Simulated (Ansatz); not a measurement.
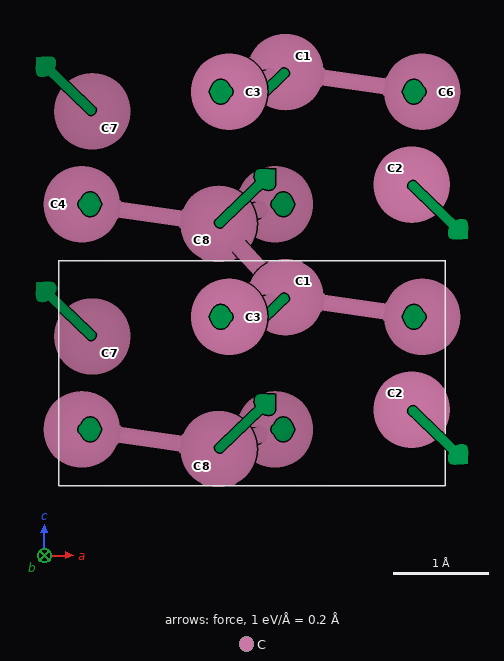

Starting geometry of crystalline C (a generated structure, set up in Cmce) (coarse preliminary run) with the computed forces as green arrows. The picture is a ball-and-stick view of the cell of the calculation, repeated 1 × 1 × 2 with one cell outlined, seen along the b axis.

All numbers below come from DFT PBE, scalar-relativistic, plane waves, PAW (Ansatz 0.2.0).

Input
```yaml
crystal:
  lattice:
    - [2.46066458, -3.60517686, 0.0]
    - [2.46066458, 3.60517686, 0.0]
    - [0.0, 0.0, 2.36961274]
  atoms:
    - { symbol: C, position: [0.5864487, 0.4135513, 0.83723204] }
    - { symbol: C, position: [0.9135513, 0.0864487, 0.33723204] }
    - { symbol: C, position: [0.44074576, 0.05925424, 0.75] }
    - { symbol: C, position: [0.05925424, 0.44074576, 0.25] }
    - { symbol: C, position: [0.55925424, 0.94074576, 0.25] }
    - { symbol: C, position: [0.94074576, 0.55925424, 0.75] }
    - { symbol: C, position: [0.0864487, 0.9135513, 0.66276796] }
    - { symbol: C, position: [0.4135513, 0.5864487, 0.16276796] }
basis:
  ecutwfc: 420
kpoints:
  mp_grid: { grid: [4, 4, 8] }
hamiltonian:
  xc: pbe
scf:
  occupations: { method: gaussian, width: 0.1 }
  lower_state_search: "off"
output:
  forces: true
  stress: true
  eigenvalues: true
relax:
  adjacent_minimum: "off"
  f_tol: 0.04
  max_steps: 70
  cell: { stress_tol: 0.4 }
```

Run as
```bash
ansatz run input.yaml --threads 1 --pin off --max-ram 2560MiB --backend cpu --events-out ev --progress --plain --runs-dir out
```

> Is this structure relaxed? If not, where do the atoms go?

It isn't relaxed: the largest force vector, on C atoms, is 6.15 eV/Å. The atoms end up moving mostly along the starting forces (cosine between the two patterns 0.89). The largest moves relative to the cell, 0.28 Å, are those of C1, C2, C7 and C8. C1 goes along [−1 1 −3]. The drawn cell changes as follows: a = b 4.365 → 4.374 Å (+0.2 %), c 2.370 → 2.526 Å (+6.6 %), γ 111.4° → 109.5°; the volume changes by +8.4 %. Some distances before and after: C1–C8 2.027 → 1.547 Å, C1–C3 1.457 → 1.546 Å, C1–C8 (another image) 1.466 → 1.547 Å. New bonds form: C1–C8 (2.03 → 1.55 Å), C2–C7 (2.03 → 1.55 Å). Bond angles that change, for instance: C3–C1–C8 120.9° → 109.5°, C1–C3–C5 100.8° → 109.5°, C1–C3–C7 117.8° → 109.5°. The space group (tolerance 0.01 Å) goes from Cmce (No. 64) to Fd-3m (No. 227). Over 5 accepted moves (7 points after the start) the energy falls by 800 meV per atom. Largest force component: 5.4 eV/Å at the start, 0.0012 eV/Å at the end. The pressure goes from 66.40 to 0.05 GPa. At 2 points the geometry stayed and the basis and grid were re-selected for the new cell (energy shift of 4.6 meV per atom at most each time). Cost: 52 s on 1 thread of Intel(R) Xeon(R) Processor @ 2.50GHz (Skylake/Cascade Lake), on a shared host, peak memory 0.34 GiB.
